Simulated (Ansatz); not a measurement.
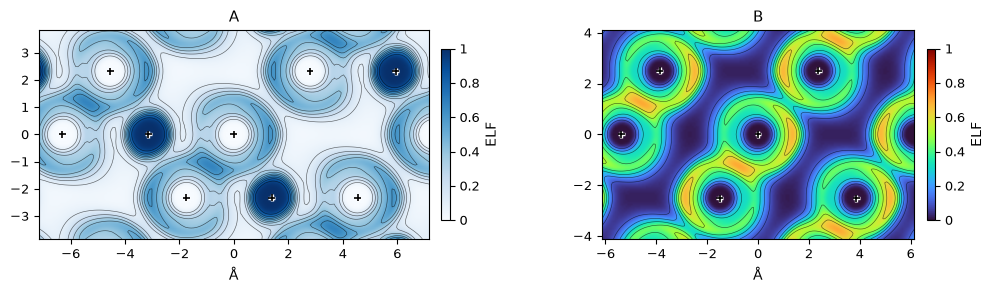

The electron localisation function of 2 systems, each on a plane through atoms (crosses mark nuclei in the plane).

The calculation used Ansatz 0.2.0, DFT r2SCAN, scalar-relativistic, plane waves, PAW.

System 1: Sb2H, the (110) plane of the conventional cell. Space group R-3m; computed without spin polarisation.

System 2: Sb, the (110) plane of the conventional cell. Space group R-3m.

```
CELL_PARAMETERS angstrom
4.34126 0.00000 0.00000
-2.17063 3.75964 0.00000
0.00000 0.00000 11.60463
ATOMIC_POSITIONS crystal
Sb 0.00000 0.00000 0.23137
Sb 0.66667 0.33333 0.56470
Sb 0.33333 0.66667 0.89804
Sb 0.66667 0.33333 0.10196
Sb 0.33333 0.66667 0.43530
Sb 0.00000 0.00000 0.76863
```

Which map belongs to which system?

Answer. Panel A is system 1, Sb2H: the plane holds Sb and H. Sb–H (2.71 Å): the ELF climbs to about 1 towards the hydrogen. Panel B is system 2, Sb: the plane holds Sb. Sb–Sb (2.92 Å): the ELF peaks at about 0.70 between the atoms.
